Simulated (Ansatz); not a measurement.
A series of calculations on TaN

**1. Relaxation**

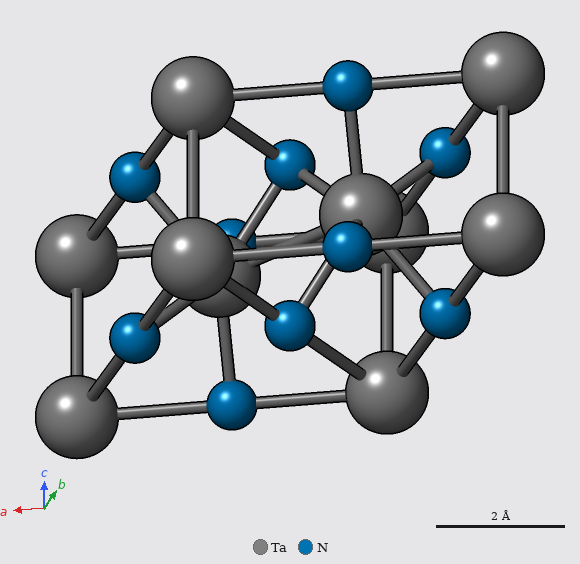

This is the input geometry for a relaxation of crystalline TaN (set up in P6/mmm). The picture is a ball-and-stick view of the cell of the calculation, seen from a free direction.

Case: biaxial strain in the a-b plane of -6.0 %; c and atoms relaxed.

The calculation used DFT r2SCAN, scalar-relativistic, plane waves, PAW in Ansatz 0.2.0.

The input:
```yaml
crystal:
  lattice:
    - [4.9249271972, 0.0, 0.0]
    - [-2.4624635986, 4.2651120646, 0.0]
    - [0.0, 0.0, 3.0093490525]
  atoms:
    - { symbol: Ta, position: [0.0, 0.0, 0.0] }
    - { symbol: Ta, position: [0.3333333333, 0.6666666667, 0.5] }
    - { symbol: Ta, position: [0.6666666667, 0.3333333333, 0.5] }
    - { symbol: "N", position: [0.5, 0.0, 0.0] }
    - { symbol: "N", position: [0.5, 0.5, 0.0] }
    - { symbol: "N", position: [0.0, 0.5, 0.0] }
basis:
  ecutwfc: 500
kpoints:
  mp_grid: { grid: [12, 12, 12] }
hamiltonian:
  xc: r2scan
scf:
  occupations: { method: gaussian, width: 0.1 }
output:
  forces: true
  stress: true
  eigenvalues: true
relax:
  adjacent_minimum: "off"
  f_tol: 0.008
  max_steps: 40
  cell: { stress_tol: 0.015, fix: [a, b, gamma] }
```

Command:
```bash
ansatz run input.yaml --threads 1 --pin off --max-ram 2560MiB --backend cpu --events-out ev --progress --plain --runs-dir out
```

**Where does the relaxation end?**

No atom moves by more than 0.005 Å relative to the cell. Cell: a = b unchanged at 4.925 Å, c 3.009 → 3.031 Å (+0.7 %). Volume +0.7 %. Near-neighbour distances that change, for instance: Ta1–Ta1 3.009 → 3.031 Å, Ta2–N4 2.070 → 2.078 Å, Ta1–Ta2 3.217 → 3.222 Å. The space group stays P6/mmm (No. 191). Over 3 accepted moves (4 points after the start) the energy falls by 7.8 meV per cell of the calculation. All forces vanish by symmetry, so only the cell relaxes. Pressure: 25.32 GPa at the start and 21.80 GPa at the end. At 1 point the geometry stayed and the basis and grid were re-selected for the new cell (energy shift of 0.3 meV per cell of the calculation at most each time). The run took 100 s on 1 thread of Intel(R) Xeon(R) Platinum 8488C (Sapphire Rapids), with other jobs on the host, peak memory 0.74 GiB.

**2. Relaxation**

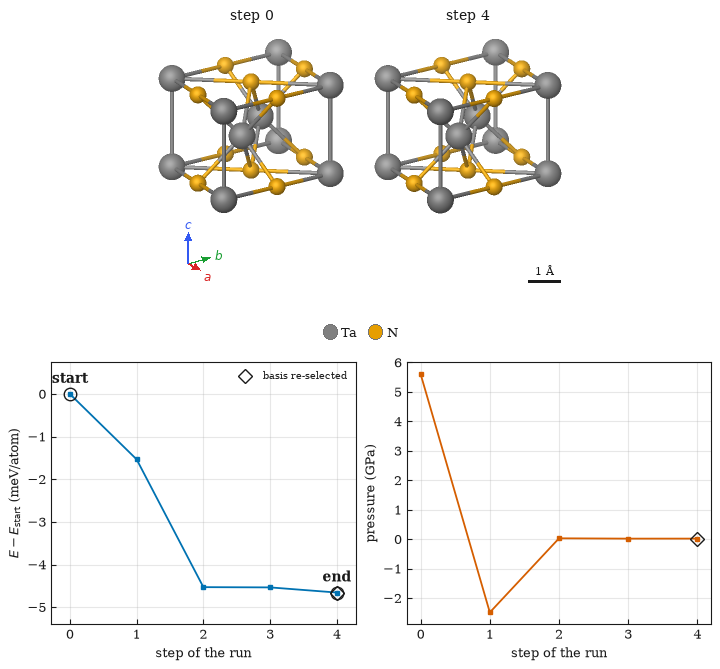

First and last geometry of a relaxation of solid TaN (set up in P6/mmm), with the history of the run. Style: ball-and-stick. Shown: the cell of the calculation, slightly off an axis.

All numbers below come from DFT r2SCAN, scalar-relativistic, plane waves, PAW in Ansatz 0.2.0. Set-up: plane-wave cutoff 500 eV; k-point mesh 12 × 12 × 12; occupations gaussian; smearing width 0.1 eV; no spin polarisation; cell and atoms relaxed; force threshold 0.005 eV/Å; at most 80 steps.

Did the run converge, and what did it change?

Answer. It converged. Over 3 accepted moves (4 points after the start) the energy falls by 4.7 meV per atom. All forces vanish by symmetry, so only the cell relaxes. The pressure goes from 5.61 to 0.02 GPa. The SCF was repeated once at an unchanged geometry on a basis and grid sized afresh for the cell, which shifted the energy by 0.1 meV per atom at most. No atom moves by more than 0.005 Å relative to the cell. Cell: a = b 5.185 → 5.239 Å (+1.0 %), c 2.908 → 2.905 Å (−0.1 %). Volume +2.0 %. Some distances before and after: Ta–Ta 2.994 → 3.025 Å, Ta–Ta 3.328 → 3.356 Å, N–Ta 2.592 → 2.620 Å, N–Ta 2.087 → 2.097 Å. The space group stays P6/mmm (No. 191).

```tsv
step	E − E(0), meV/atom	pressure, GPa	volume, Å³/atom	note
0	0.00	5.61	11.284	
1	-1.53	-2.48	11.647	
2	-4.53	0.03	11.511	
3	-4.54	0.02	11.509	
4	-4.66	0.02	11.509	same geometry, new basis
```

**3. A change**

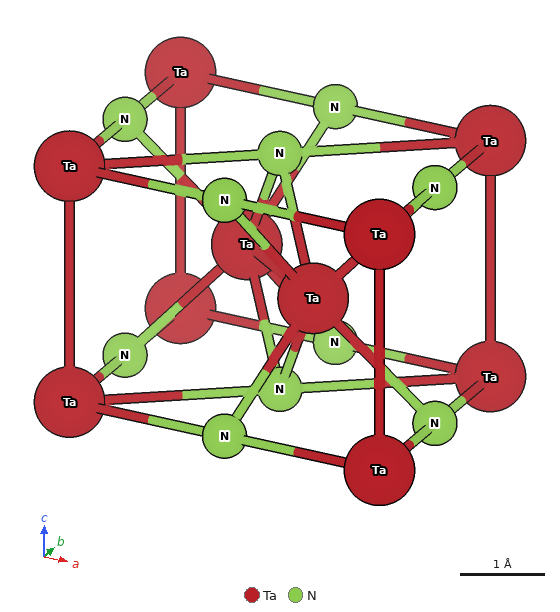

The starting point is solid TaN (set up in P6/mmm). The picture is a ball-and-stick view of the cell of the calculation, seen slightly off an axis.

These are results of Ansatz, DFT r2SCAN, scalar-relativistic, plane waves, PAW, not measurements. (plane-wave cutoff 500 eV; k-point mesh 12 × 12 × 12; occupations gaussian; smearing width 0.1 eV; no spin polarisation)

The variant: Biaxial strain in the a–b plane, −6.0 %, is applied. The c axis and the atoms are relaxed.

The input:

The input is the one shown above.

What is the effect?

The drawn cell changes as follows: a = b 5.239 → 4.925 Å (−6.0 %), c 2.905 → 3.031 Å (+4.3 %); the volume changes by −7.8 %. No atom moves by more than 0.005 Å relative to the cell. Near-neighbour distances before and after: Ta–Ta 3.025 → 2.843 Å, N–Ta 2.620 → 2.462 Å, Ta–Ta 2.905 → 3.031 Å, N–Ta 2.097 → 2.078 Å. The space group stays P6/mmm (No. 191). Energy change: +138 meV per atom. Pressure: 0.0 GPa before, 21.8 GPa after. The principal stresses (compression positive) are 0.0 GPa along c and 32.7 GPa across it.

The changed structure in the same view:

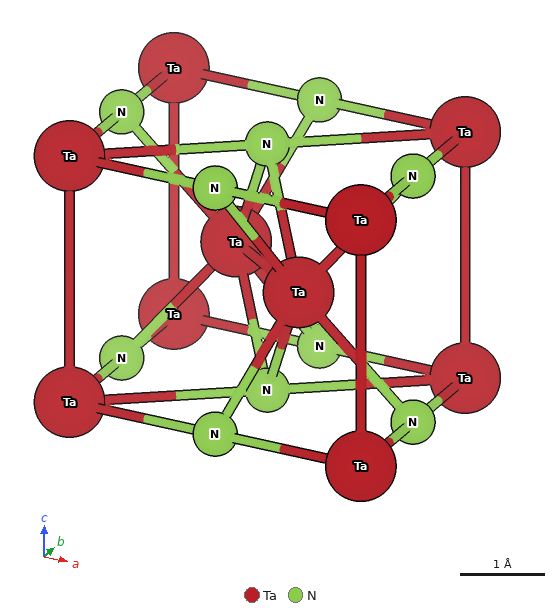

**4. Series**

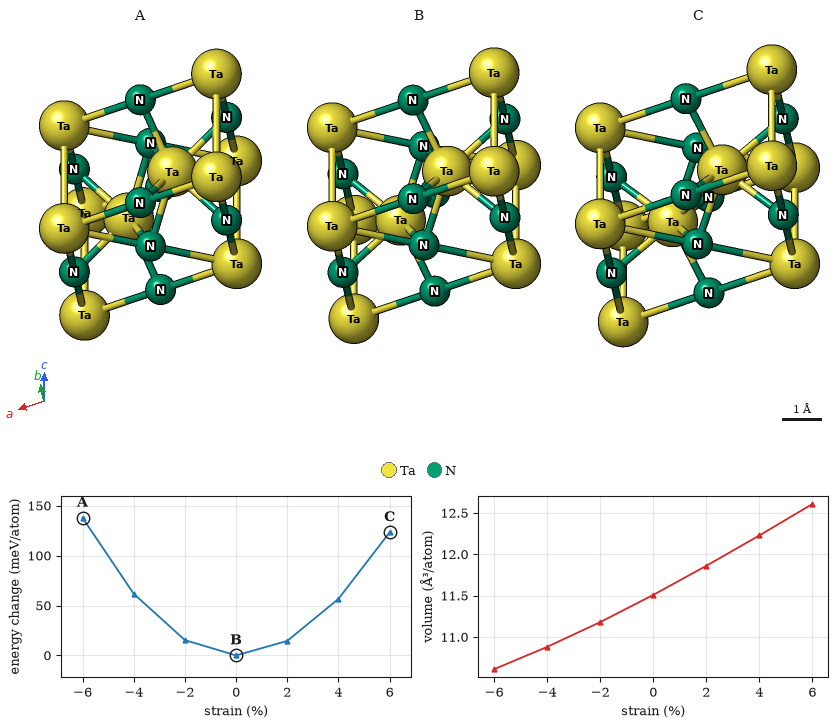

Members of a series of calculations on solid TaN (set up in P6/mmm), marked on the first curve. Style: ball-and-stick. Shown: the cell of the calculation, from a free direction.

These are results of Ansatz 0.2.0, DFT r2SCAN, scalar-relativistic, plane waves, PAW, not measurements. (plane-wave cutoff 500 eV; k-point mesh 12 × 12 × 12; occupations gaussian; smearing width 0.1 eV; no spin polarisation)

Q: Which kind of strain is it, and how does the structure respond?

A: Biaxial strain in the a–b plane, c and atoms relaxed. A (strain −6.0 %): energy change 138 meV/atom, volume 10.61 Å³ per atom. B (strain 0.0 %): energy change 0.0 meV/atom, volume 11.51 Å³ per atom. C (strain 6.0 %): energy change 123 meV/atom, volume 12.61 Å³ per atom. The rest compares A with C. Cell: a = b 4.925 → 5.554 Å (+12.8 %), c 3.031 → 2.832 Å (−6.6 %). Volume +18.8 %. Among the bonded contacts that change: Ta–Ta 2.843 → 3.206 Å, N–Ta 2.462 → 2.777 Å, Ta–Ta 3.031 → 2.832 Å.
